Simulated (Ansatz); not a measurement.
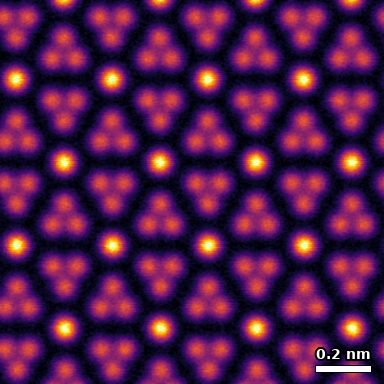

HAADF-like image of a crystal. Simulation: incoherent imaging, intensity Z^1.8 per atom, probe width 0.64 Å, thin sample. The probe carries 25 % of its weight in a tail 2.5 times as wide. The display is stretched by a gamma of 0.8; percentages refer to the linear signal. Shot noise and a slight drift were added.

> Measure the repeat of the pattern.

The pattern repeats on a hexagonal net with a repeat of 3.6 Å.

> Which plane group does this projection have?

p6mm: sixfold points with mirror lines through them.

> How many columns does the smallest repeating cell hold, and how many levels of brightness?

7 columns in the primitive cell of 11.2 Å², with 2 levels of brightness (about 100, 50 % of the brightest, counted from the darkest point).

The crystal is Ni (Pm-3n, No. 223) seen along [111]. Model: the input geometry of an electronic-structure calculation (not necessarily at equilibrium); the starting structure was generated, so it need not be a known form of this composition.
